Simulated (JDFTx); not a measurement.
## Tc: 7 runs along one coordinate

System: Tc (P6₃/mmc, 4 atoms in the cell).
Method: Kohn-Sham DFT of a periodic cell, PBEsol, PseudoDojo-SR-PBEsol-0.4.1-standard, no spin polarisation (JDFTx 1.7.0 (patched build)).

The 7 runs differ only in the geometry, by an even scaling of the cell at fixed fractional positions. The structure derives from a Materials Project entry.

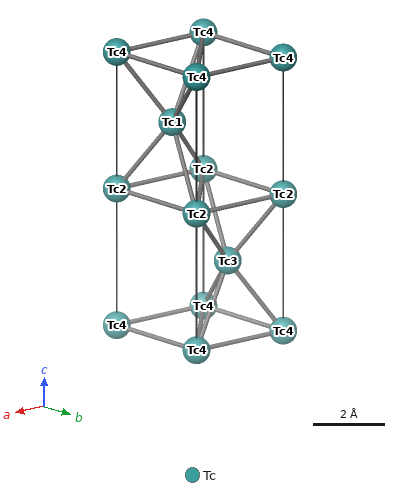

Figure 1. The structure of run 4 (ball-and-stick view of the cell of the calculation, seen at an oblique angle; atoms are numbered from 1 in the order of the input). An atom can appear more than once, as a periodic image.

## Input of run 4
```
lattice \
    5.1766312578    -2.5883156288     0.0000000000 \
    0.0000000000     4.4830941753     0.0000000000 \
    0.0000000000     0.0000000000    16.5723017910
coords-type Lattice
ion Tc     0.6666666667     0.3333333333     0.7500000000 1
ion Tc     0.0000000000     0.0000000000     0.5000000000 1
ion Tc     0.3333333333     0.6666666667     0.2500000000 1
ion Tc     0.0000000000     0.0000000000     0.0000000000 1

ion-species pseudo/Tc.upf
elec-cutoff 42 336
elec-ex-corr gga-PBEsol
kpoint-folding 11 11 3
elec-smearing Fermi 0.0018374661
elec-n-bands 39
electronic-SCF nIterations 100 energyDiffThreshold 1e-09
electronic-minimize nIterations 30 energyDiffThreshold 1e-7
forces-output-coords Cartesian

dump-name run.$VAR
dump End Ecomponents EigStats BandEigs Kpoints Forces Stress ElecDensity Dtot KEdensity
```

Command:
```bash
jdftx -c 1 -i Tc.in -o Tc.out
```

Run 2 differs from it as follows:
```diff
-    5.1766312578    -2.5883156288     0.0000000000 \
-    0.0000000000     4.4830941753     0.0000000000 \
-    0.0000000000     0.0000000000    16.5723017910
+    5.1066682049    -2.5533341024     0.0000000000 \
+    0.0000000000     4.4225043941     0.0000000000 \
+    0.0000000000     0.0000000000    16.3483243106
```

## Results, with one run withheld

| run | volume per atom (Å³) | free energy per atom, from the lowest run given (meV) | pressure (GPa) |
| --- | --- | --- | --- |
| 1 | 13.393 | 31.74 | 16.83 |
| 2 | 13.678 | ? | ? |
| 3 | 13.963 | 0.00 | 1.48 |
| 4 | 14.248 | 3.15 | −5.01 |
| 5 | 14.533 | 17.23 | −10.81 |
| 6 | 14.818 | 41.07 | −15.99 |
| 7 | 15.103 | 73.62 | −20.62 |

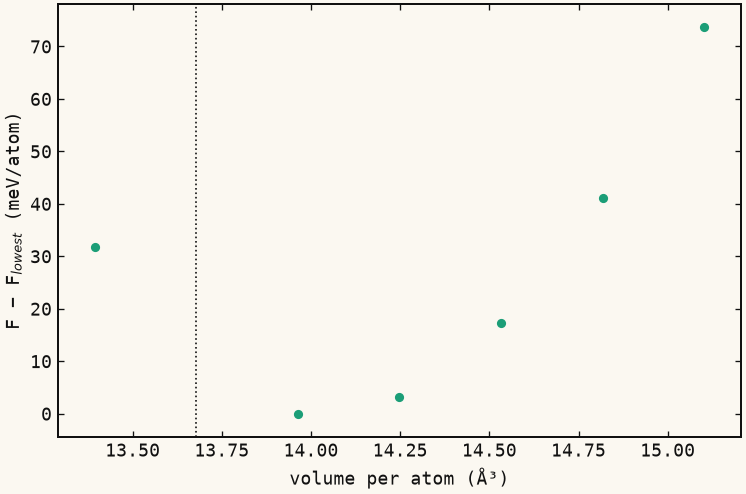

Figure 2. Free energy per atom of the runs given; the dotted line marks run 2.

Estimate the energy of run 2 from the others.

A cubic polynomial in V^(−2/3) (the Birch–Murnaghan form), fitted to the 6 runs given, misses them by at most 0.01 meV per atom. With x = V^(−2/3) − 0.16954 Å⁻², it reads F = 5.9303 − 5211.6 x + 1.0842e+06 x² + 1.6501e+06 x³ (meV per atom). At run 2 it gives 9.04 meV per atom, and the run itself gives 9.05. The slope of the fit gives a pressure −dF/dV of 8.78 GPa there, and the run prints 8.73 GPa. The fit has its minimum at 14.027 Å³ per atom, where V d²F/dV² gives 329 GPa. Cell shape and fractional positions are held, so this is the stiffness under even scaling; the relaxed bulk modulus wasn't computed.

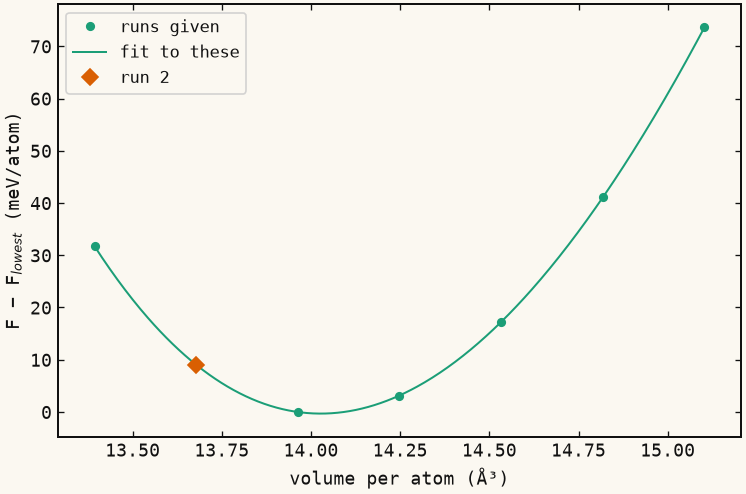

Figure 3. The fit and the withheld run.

## Some lines of the output (run 2)
```
[...]
unit cell volume = 369.215
     Etot =     -324.6879272806627910
        F =     -324.6888698114872227
	HOMO-LUMO gap: +0.001425
	Optical gap  : +0.004687 at state 12 ( [ +0.090909 +0.090909 +0.000000 ] spin 0 )
```
